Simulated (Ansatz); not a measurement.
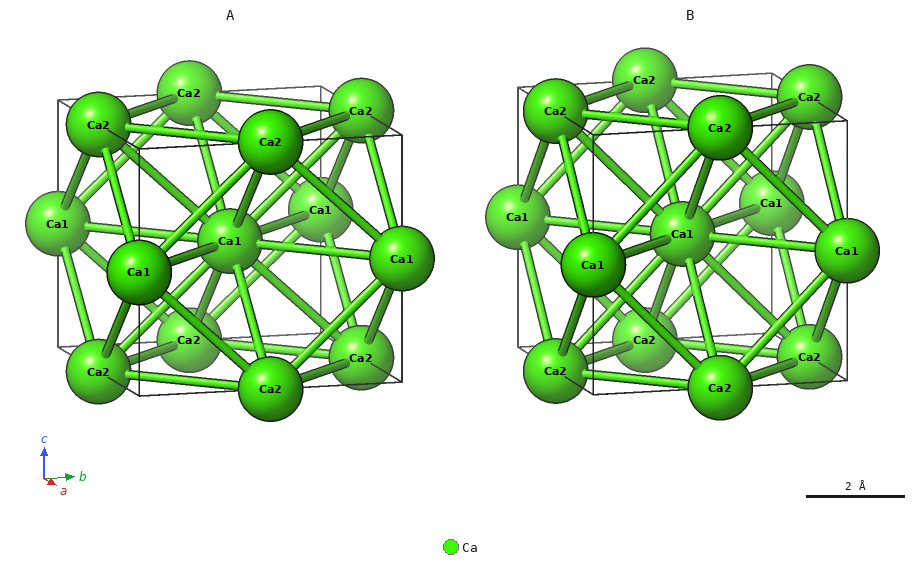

Two geometries of crystalline Ca: one is the relaxed structure, the other was perturbed away from it. A ball-and-stick model of the conventional cell (2 times the calculation's cell), seen slightly off an axis. Lengths and directions refer to the drawn axes.

The calculation used DFT PBEsol, scalar-relativistic, plane waves, PAW (Ansatz). (plane-wave cutoff 420 eV; k-point mesh 12 × 12 × 8; occupations gaussian; smearing width 0.1 eV; no spin polarisation)

Which one is perturbed?

Structure A is the perturbed one. Uniaxial strain along a, +4.5 %, is applied. The b and c axes and the atoms are relaxed. Energy change: +3.1 meV per atom. Pressure: 0.0 GPa before, −0.2 GPa after. The principal stresses (compression positive) are −0.6 GPa along [1 1 0] and none across it. Both are metals. The volume changes by +1.1 %, with a = b 5.455 → 5.626 Å (+3.1 %), c 5.448 → 5.181 Å (−4.9 %), γ 90.0° → 88.5°. No atom moves by more than 0.005 Å relative to the cell. Near-neighbour distances before and after: Ca–Ca 3.856 → 3.824 to 4.030 Å. The space group (tolerance 0.01 Å) goes from Fm-3m (No. 225) to Immm (No. 71).
